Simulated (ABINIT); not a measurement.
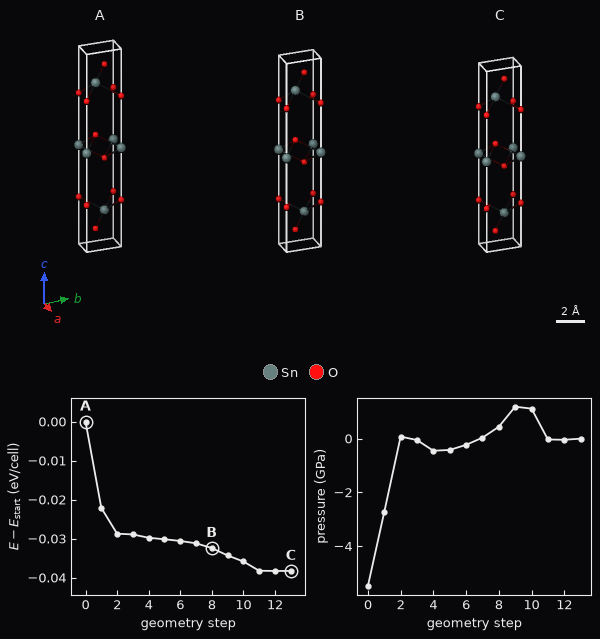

Frames of a relaxation of a crystal of SnO2 (set up in R-3m), marked on the history of the run. A ball-and-stick model of the conventional cell (3 times the calculation's cell), seen slightly off an axis. Lengths and directions refer to the drawn axes.

The run lets cell and atoms move.

Level of theory: Kohn-Sham DFT of a periodic cell, PBEsol, JTH PAW PBE v2.0 in ABINIT.

Input file:
```
# Pseudopotentials
pp_dirpath "./"
pseudos "Sn.GGA_PBE-JTH.xml, O.GGA_PBE-JTH.xml"

# Structure
acell 5.1509554948 5.1509554948 5.1509554948 Angstrom
rprim
     0.3139404091     0.1812535797     0.9319809866
    -0.3139404091     0.1812535797     0.9319809866
     0.0000000000    -0.3625071594     0.9319809866
ntypat 2
znucl 50 8
natom 3
typat 1 2 2
xred
     0.5000000000     0.5000000000     0.5000000000
     0.7628300000     0.7628300000     0.7628300000
     0.2371700000     0.2371700000     0.2371700000
chkprim 0
chksymtnons 0
tolsym 1.0e-6

# Plane-wave basis
ecut 625.861884 eV
pawecutdg 45.0
pawxcdev 0
pawovlp -1

# k points
kptopt 1
ngkpt 8 8 8
nshiftk 1
shiftk 0.0 0.0 0.0

# Exchange and correlation
ixc -116133

# Bands and occupations
nband 17
occopt 3
tsmear 0.05 eV

# SCF cycle
nstep 100
tolvrs 1.0e-9

# Output
iomode 3
prtwf 0
prtden 0
prteig 0
prtebands 0
enunit 1

# Relaxation
ionmov 2
ntime 60
tolmxf 0.0001
optcell 2
dilatmx 1.08
ecutsm 0.5
```

Launched with:
```bash
abinit run.abi > log 2>&1
```

Q: Describe the path.

A: Over 13 geometry steps the energy falls by 38.3 meV per cell of the calculation. The largest force component goes from 0.45 to 0.00075 eV/Å. Pressure: −5.47 GPa at the start and 0.00 GPa at the end. The largest moves relative to the cell, 0.056 Å, are those of O atoms. Sn stays in place. The volume changes by −9.9 %, with a = b 3.234 → 3.212 Å (−0.7 %), c 14.402 → 13.159 Å (−8.6 %). Among the contacts that change: O–Sn 2.125 → 2.100 Å. The space group stays R-3m (No. 166). Cost: 30 min on 1 thread of Arm Neoverse V2, on a shared host, peak memory 0.23 GiB. From step 0 to 8: volume −6.1 %, energy −32.4 meV per cell of the calculation. From step 8 to 13: O atoms move most (0.05 Å), volume −4.0 %, energy −5.9 meV per cell of the calculation.

```
step  E − E(0), meV/atom  largest force component, eV/Å  pressure, GPa  volume, Å³/atom
   0                0.00                         0.4479          -5.47           14.496
   1               -7.37                         0.2213          -2.72           14.254
   2               -9.57                         0.0130           0.08           14.027
   3               -9.64                         0.0094          -0.05           14.031
   4               -9.92                         0.0290          -0.45           14.016
   5              -10.05                         0.0602          -0.42           13.979
   6              -10.19                         0.1007          -0.23           13.913
   7              -10.40                         0.1409           0.03           13.813
   8              -10.80                         0.1876           0.44           13.615
   9              -11.44                         0.2354           1.19           13.169
  10              -11.95                         0.1856           1.11           13.009
  11              -12.74                         0.0105          -0.03           13.014
  12              -12.76                         0.0052          -0.04           13.061
  13              -12.76                         0.0007           0.00           13.067
```
